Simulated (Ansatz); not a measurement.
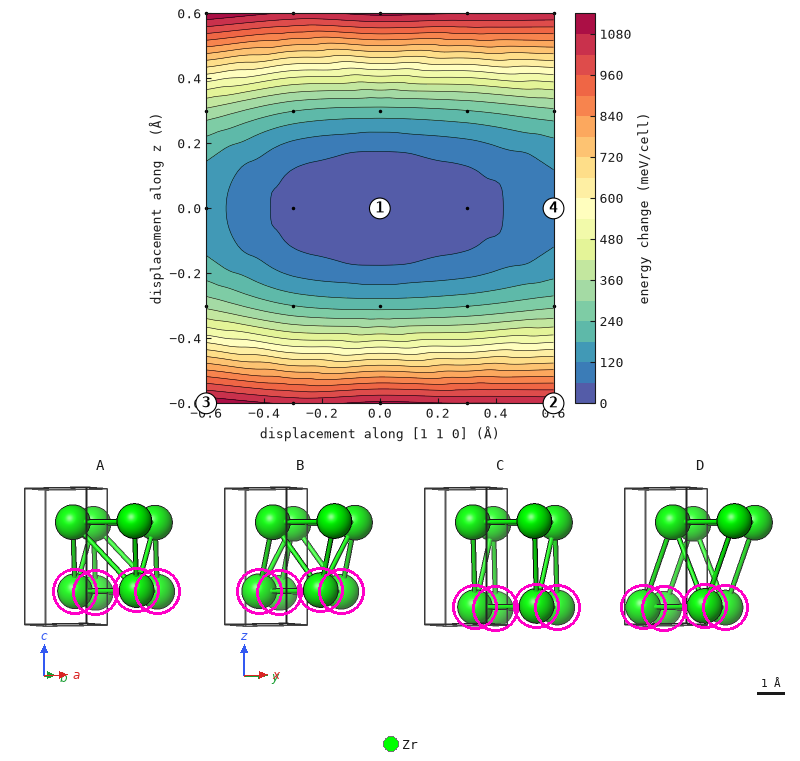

Energy scan for crystalline Zr (P6_3/mmc), in which a Zr atom (one in each cell of 2 atoms) is moved over the plane of the Cartesian directions [1 1 0] and z, all else fixed. The map is interpolated between the computed points (dots). The frames are shuffled; each belongs to one numbered point. The picture is a ball-and-stick view of the cell of the calculation, repeated 2 × 2 × 1 with one cell outlined, seen nearly along the normal of the scanned plane. The ringed atoms are those of the scanned coordinates.

Computed with DFT PBEsol, scalar-relativistic, plane waves, PAW (Ansatz 0.2.0). Settings: plane-wave cutoff 420 eV; k-point mesh 18 × 18 × 10; occupations gaussian; smearing width 0.15 eV; no spin polarisation. Energies (free energies at the smearing named) are counted from the cell as listed in its source, which wasn't relaxed.

Which frame belongs to which numbered point?

Answer. Point 1 is frame B, at (0.00, 0.00) and 0 meV/cell; 2 is frame C, at (0.60, −0.60) and 1073 meV/cell; 3 is frame D, at (−0.60, −0.60) and 1131 meV/cell; 4 is frame A, at (0.60, 0.00) and 104 meV/cell. In pairs of (displacement along [1 1 0] (Å); displacement along z (Å)): the lowest computed point lies at (0.00, 0.00) (0 meV/cell), the highest at (−0.60, −0.60), (−0.60, 0.60) (1131 meV/cell).  Over the ranges scanned the energy rises more along the second axis, the displacement along z.
